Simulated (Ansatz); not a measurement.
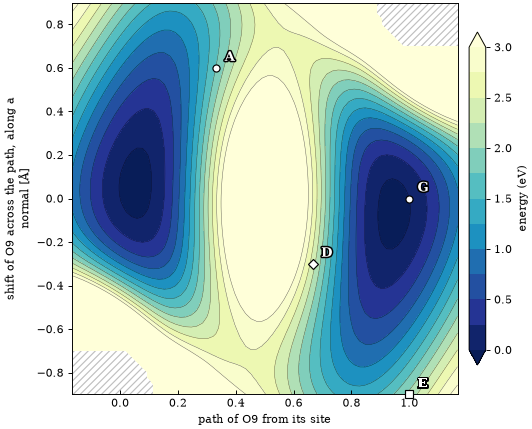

SnO₂ (R-3m phase) with one O vacancy (11 atoms in the cell, cell charge +2). An atom moved over a plane that holds its own site and a neighbouring vacancy (x along [1 0 0], y along [1 2 0], z along [0 0 1] of the conventional cell). Coordinates scanned: (1) path of O9 from its site (0) to the vacancy (1), 2.724 Å; (2) shift of O9 across the path, along a normal. Nothing is relaxed (all other atoms held at the sites of the perfect crystal). The grid has 9 × 7 points; 30 points were computed and 29 follow by symmetry. At 4 points there is no value (left out of the scan, as a rule where atoms come close). Points are written as (first, second). Energies are in eV per cell, from the lowest grid point. The band gap closes in part of the range. The cell is charged on a uniform background, without a charge correction. All numbers below come from DFT PBE+D3(BJ), scalar-relativistic, plane waves, PAW (Ansatz). Settings: cutoff 420 eV, k-mesh 6×6×6, gaussian smearing 0.05 eV, no spin polarisation.

The picture shows filled contours, one colour for all values above the top of the scale, hatched blanks where no value was computed, lettered points. Between grid points the surface is interpolated.

Is A the lowest point of the computed grid?

No. A lies 1.77 eV above the lowest grid point, which is at (0.000, 0.0 Å) [nearest 3 Sn at 2.12 Å].

What kind of point is each of A, D, G: minimum, saddle, maximum or slope?

A: on a slope; D: on a slope; G: minimum. (In these two coordinates alone; a stationary point may lie a little off the grid point.)
